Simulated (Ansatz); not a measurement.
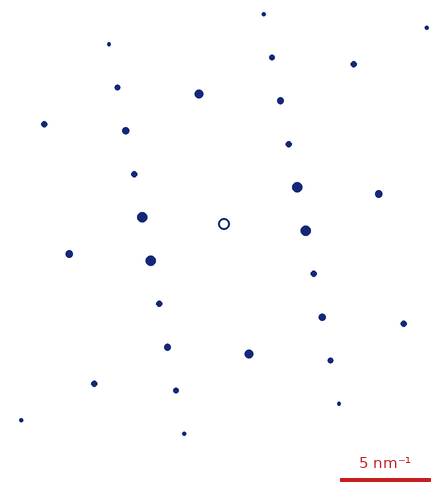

Kinematic zone-axis pattern, calculated for 200 keV electrons with B = 0.3 Å².

**What net do the spots form, and what spacings does it show?**

The spots form a centred rectangular net whose two shortest vectors correspond to d = 4.08 Å and 2.19 Å, 74.4° apart.

**What is the point symmetry of the pattern, intensities included?**

2mm. A zero-layer kinematic pattern is always centrosymmetric (Friedel's law).

**Which crystal and zone produced it?**

This cannot be fixed from one zone alone; the pattern is [101] of Si, space group P6/mmm (No. 191), a = 4.71 Å, c = 2.60 Å (hexagonal axes). The net vectors are 0 1 0 (itself too weak to see) and 1 0 -1. Structure: the input geometry of an electronic-structure calculation (not necessarily at equilibrium); the starting structure was generated, so it need not be a known form of this composition.
